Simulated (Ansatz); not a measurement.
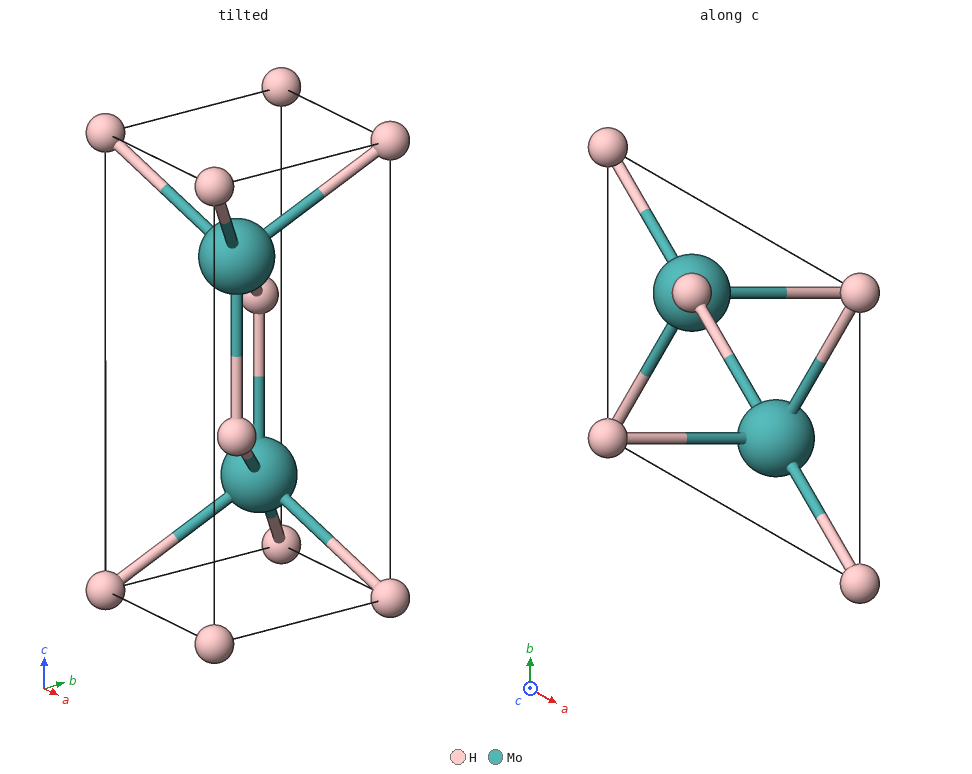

The crystal in a ball-and-stick representation, seen slightly off an axis and along the c axis. The conventional unit cell is drawn as a box. Cell: a = 3.03 Å, b = 3.03 Å, c = 4.92 Å, α = 90.00°, β = 90.00°, γ = 120.00°.

The model was built from a structure type filled with these elements by a generator (whether the compound takes this form wasn't checked). Earlier steps of the study may have refined or changed the cell and positions. It went into a calculation with Ansatz.

**What can be read from this drawing?**

Composition: Mo2H3. The atoms follow space group P-3m1 (No. 164); the Bravais lattice is primitive hexagonal. Atoms per cell: 5 (2 Mo, 3 H). Numbers of contacts at bonding distance: Mo 10 and H 4 to 6 (mean 4.7). Not all metal-metal contacts are counted.

The numbers come from Ansatz, DFT PBE, scalar-relativistic, plane waves, PAW, using a 420 eV plane-wave basis, 12×12×8 k-points, Gaussian smearing of 0.1 eV, no spin polarisation.

**Predict the gap.**

A metal: bands cross the Fermi level.

**How are the electrons shared out in a Bader analysis?**

Mo +0.68 e; H -0.47 to -0.43 e.

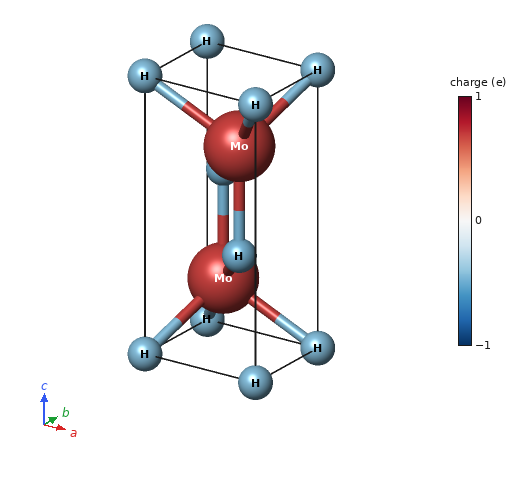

The atoms coloured by those charges. The run's cell of 5 atoms is drawn.

**Does the calculation find this structure at rest?**

Yes. All forces vanish to within 0.01 eV/Å. The pressure is 0.0 GPa, close to zero.
